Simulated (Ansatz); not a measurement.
# A thicker film of SiO2 (110) from three thinner ones

In a field along its normal an insulating film takes a dipole p. Written as a length, p/(ε₀AE), it should grow by 1 − 1/ε for each ångström added.

How it was computed: Ansatz 0.2.0, plane waves with PAW datasets (its set soft_2), PBE; rutile films relaxed at a bulk in-plane lattice constant near the measured one, then held in weak fields of both signs with a dipole correction (A is the cell's area, E the outer field).

| run | distance between the outer atoms (Å) | p/(ε₀AE) (Å) |
| --- | --- | --- |
| 2 units | 5.569 | 4.812 |
| 3 units | 8.349 | 6.913 |
| 4 units | 11.490 | 9.074 |
| 5 units | 14.430 | ? |

Q: Estimate the withheld value from the rows shown.

A least-squares line through the 3 rows shown has slope 0.7191 and intercept 0.8427; no row lies more than 0.067 Å off it. That slope means ε = 1/(1 − 0.7191) = 3.56. At 14.430 it gives 0.7191 × 14.430 + 0.8427 = 11.219 Å, beyond the rows fitted. Rounding and scatter of the rows alone allow about ±0.134 Å there.

The run itself gives 11.183 Å: a miss of −0.036 Å, or 0.3 % of the value. The length is met to within 1 %, though ε is more sensitive than the length: the two thickest films give ε = 3.54.

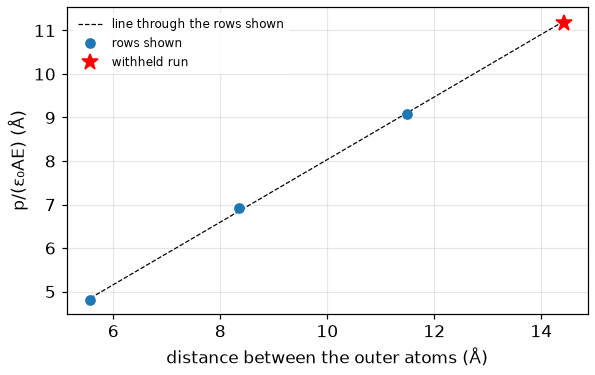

The fit and the withheld run.

**Limits.** This is the electronic response alone. A unit is one step of the cut along the normal (a plane, a pair of planes or a cell), and the layers relax along it, away from their bulk spacing where the functional's lattice constant differs from the one held.
